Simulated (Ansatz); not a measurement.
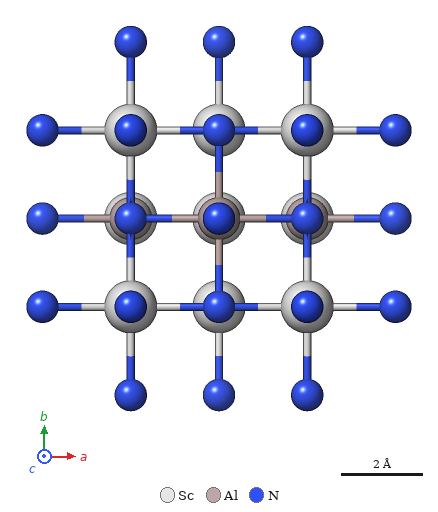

Starting structure of solid ScAlN₂ (set up in I4_1/amd). Style: ball-and-stick. Shown: the conventional cell (2 times the calculation's cell), along the c axis. Lengths and directions refer to the drawn axes.

These are results of DFT PBEsol, scalar-relativistic, plane waves, PAW (Ansatz), not measurements.

Input file:
```yaml
crystal:
  lattice:
    - [-2.199484, 2.199484, 4.1986215]
    - [2.199484, -2.199484, 4.1986215]
    - [2.199484, 2.199484, -4.1986215]
  atoms:
    - { symbol: Sc, position: [0.75, 0.25, 0.5] }
    - { symbol: Sc, position: [0.0, 0.0, 0.0] }
    - { symbol: Al, position: [0.25, 0.75, 0.5] }
    - { symbol: Al, position: [0.5, 0.5, 0.0] }
    - { symbol: "N", position: [0.487514, 0.987514, 0.5] }
    - { symbol: "N", position: [0.262486, 0.262486, 0.0] }
    - { symbol: "N", position: [0.012486, 0.512486, 0.5] }
    - { symbol: "N", position: [0.737514, 0.737514, 0.0] }
basis:
  ecutwfc: 420
kpoints:
  mp_grid: { grid: [10, 10, 10] }
hamiltonian:
  xc: pbesol
scf:
  occupations: { method: gaussian, width: 0.02 }
output:
  forces: true
  stress: true
  eigenvalues: true
  write_density: true
  write_potential: true
  elf: true
  volumetric_format: npy
relax:
  adjacent_minimum: "off"
  f_tol: 0.005
  max_steps: 80
  cell: { stress_tol: 0.05 }
```

Run as
```bash
ansatz run input.yaml --threads 2 --pin off --max-ram 5120MiB --backend cpu --events-out ev --progress --plain --runs-dir out
```

> What does the optimiser find from here?

The energy falls by 5.8 meV per atom in 6 accepted moves (9 points after the start). Largest force component: 0.12 eV/Å at the start, under 0.0001 eV/Å at the end. The pressure goes from −6.01 to 0.00 GPa. The line search rejected the trial step at point 4 of the run. At 2 points the geometry stayed and the basis and grid were re-selected for the new cell (energy shift of 0.7 meV per atom at most each time). The largest moves relative to the cell, 0.008 Å, are those of N5, N6, N7 and N8. N6 goes along −c. Al and Sc stay in place. The drawn cell changes as follows: a = b 4.399 → 4.350 Å (−1.1 %), c 8.397 → 8.346 Å (−0.6 %); the volume changes by −2.8 %. Near-neighbour distances that change, for instance: Sc1–Sc2 3.041 → 3.014 Å, Al3–N6 2.202 → 2.177 Å, Sc1–N5 2.204 → 2.183 Å. The space group stays I4_1/amd (No. 141). The run took 3.8 min on 2 threads of Intel(R) Xeon(R) Processor @ 2.50GHz (Skylake/Cascade Lake), on a shared host, peak memory 0.57 GiB.

History of the run:

```json
{"step": "0", "E − E(0), meV/atom": "0.00", "largest force component, eV/Å": "0.1235", "pressure, GPa": "-6.01", "volume, Å³/atom": "10.156", "note": ""}
{"step": "1", "E − E(0), meV/atom": "-6.09", "largest force component, eV/Å": "0.0082", "pressure, GPa": "-1.08", "volume, Å³/atom": "9.927", "note": ""}
{"step": "2", "E − E(0), meV/atom": "-6.48", "largest force component, eV/Å": "0.0053", "pressure, GPa": "0.09", "volume, Å³/atom": "9.874", "note": ""}
{"step": "3", "E − E(0), meV/atom": "-6.50", "largest force component, eV/Å": "0.0070", "pressure, GPa": "0.08", "volume, Å³/atom": "9.873", "note": ""}
{"step": "4", "E − E(0), meV/atom": "-6.49", "largest force component, eV/Å": "0.0232", "pressure, GPa": "0.00", "volume, Å³/atom": "9.875", "note": "rejected"}
{"step": "5", "E − E(0), meV/atom": "-6.50", "largest force component, eV/Å": "0.0038", "pressure, GPa": "0.04", "volume, Å³/atom": "9.874", "note": ""}
{"step": "6", "E − E(0), meV/atom": "-6.50", "largest force component, eV/Å": "0.0000", "pressure, GPa": "0.00", "volume, Å³/atom": "9.875", "note": ""}
{"step": "7", "E − E(0), meV/atom": "-5.77", "largest force component, eV/Å": "0.0002", "pressure, GPa": "-0.12", "volume, Å³/atom": "9.875", "note": "same geometry, new basis"}
{"step": "8", "E − E(0), meV/atom": "-5.78", "largest force component, eV/Å": "0.0000", "pressure, GPa": "0.00", "volume, Å³/atom": "9.870", "note": ""}
{"step": "9", "E − E(0), meV/atom": "-5.77", "largest force component, eV/Å": "0.0000", "pressure, GPa": "0.00", "volume, Å³/atom": "9.870", "note": "same geometry, new basis"}
```

The end point in the same view:

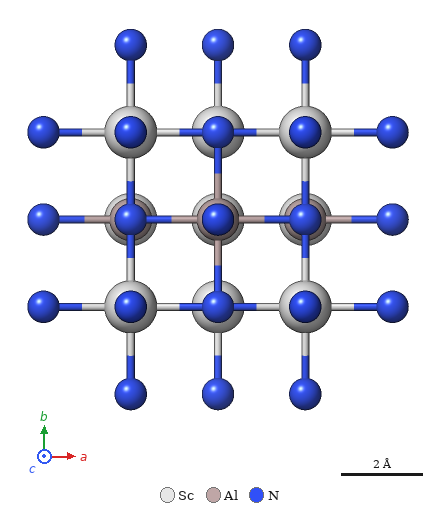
